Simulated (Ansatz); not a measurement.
System: MgI2, space group P-3m1 (No. 164), 3 atoms in the cell, a database entry, rescaled.

Space group P-3m1 (No. 164). a = 4.148 Å, b = 4.148 Å, c = 6.852 Å, α = 90.00°, β = 90.00°, γ = 120.00°
```
atom  site  symmetry       x       y       z
  Mg    1a      -3m.  0.0000  0.0000  0.0000
   I    2d       3m.  0.3333  0.6667  0.7576
```

Ansatz 0.2.0; DFT with r2SCAN, PAW plane waves, no spin polarisation, 7×7×4 k mesh, 500 eV cutoff.

Predict the main features of the band structure. The path is Γ–M–K–Γ–A–L–H–A–L–M–H.

The material is gapped. The gap along this path is 4.13 eV and indirect, from the valence-band top at Γ to the conduction-band bottom between L and M; the smallest direct gap is 4.54 eV, at Γ. The top valence level at Γ is a single band, not degenerate (spin aside). The next level lies only 0.10 eV lower. The top valence band spans 1.3 eV and the lowest conduction band 1.5 eV. The direct gaps are 4.92 eV at L, 5.75 eV at K and 4.54 eV at Γ.

Spin-orbit coupling is left out, which matters for I.

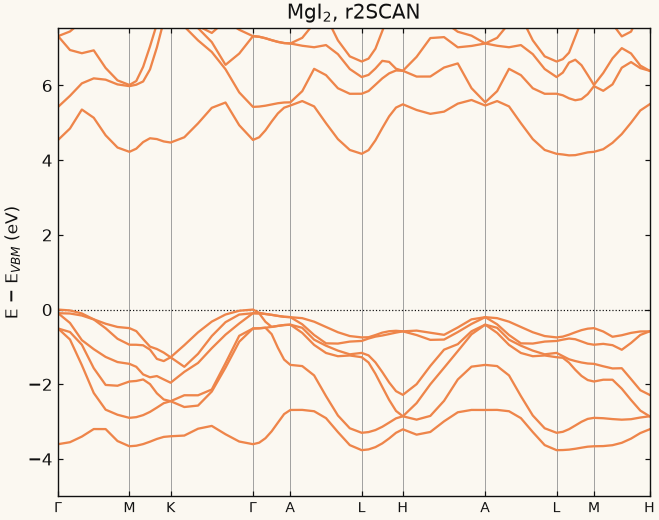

Band structure. Energies are counted from the top of the valence band. The path runs straight from each named point to the next. The path has few k points, so lines between them are rough.
